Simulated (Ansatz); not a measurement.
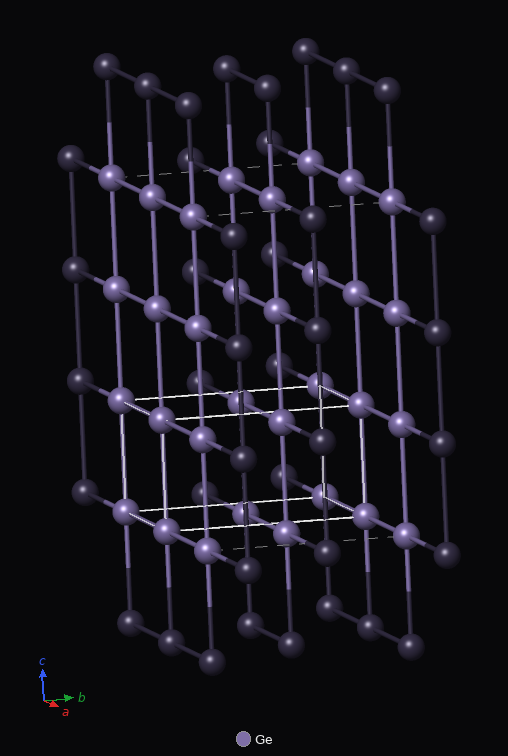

We look at a ball-and-stick model of the crystal slightly off an axis. Shown are 2×1×3 repeats of the conventional unit cell, one of them outlined in solid lines. Neighbours across the faces are drawn wherever a bond reaches them, in fainter colours. Cell: a = 2.831 Å, b = 5.507 Å, c = 2.876 Å, α = 90.00°, β = 96.62°, γ = 90.00°.

Describe the arrangement of the atoms.

The element is germanium. Space group C2/m (No. 12), lattice base-centred monoclinic. The cell holds two atoms. As the bonds are drawn, the neighbour counts come to Ge 4.

Origin of the cell: a structure listed in the Materials Project. The cell was then strained or its atoms displaced on purpose. It went into a calculation with Ansatz.

At this level of theory the cell isn't at rest (stretched, at -9 GPa), so its distances can differ from those at equilibrium, the more so the softer the solid.
